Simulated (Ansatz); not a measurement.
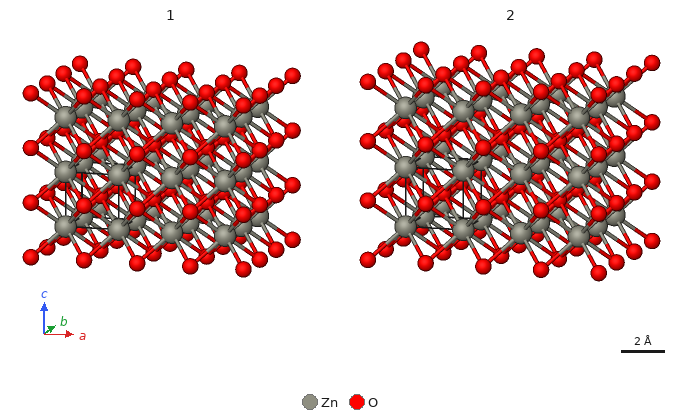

Two geometries of a crystal of ZnO (built on the CsCl-221 type type), drawn at one scale. One is the start of a relaxation, the other its converged end. Style: ball-and-stick. Shown: the cell of the calculation, repeated 3 × 2 × 2 with one cell outlined, slightly off an axis.

The calculation used Ansatz 0.2.0, DFT, PBEsol, plane waves, PAW. Settings: plane-wave cutoff 420 eV; k-point mesh 8 × 8 × 8; occupations fermi dirac; smearing width 0.03 eV; no spin polarisation; cell and atoms relaxed; force threshold 0.01 eV/Å; at most 120 steps.

Q: Which geometry has the lower energy?

A: Structure 1 is the relaxed one. No atom moves by more than 0.005 Å relative to the cell. The drawn cell changes as follows: a = b = c 2.872 → 2.645 Å (−7.9 %); the volume changes by −21.9 %. Among the contacts that change: O–Zn 2.488 → 2.290 Å. The space group stays Pm-3m (No. 221). Over 5 accepted moves (7 points after the start) the energy falls by 264 meV per atom. All forces vanish by symmetry, so only the cell relaxes. The pressure goes from −25.81 to −0.01 GPa. At 2 points the geometry stayed and the basis and grid were re-selected for the new cell (energy shift of 4.1 meV per atom at most each time). Cost: 1.9 s on 2 threads of Intel(R) Xeon(R) 6975P-C (Granite Rapids) (shared host), peak memory 0.36 GiB.
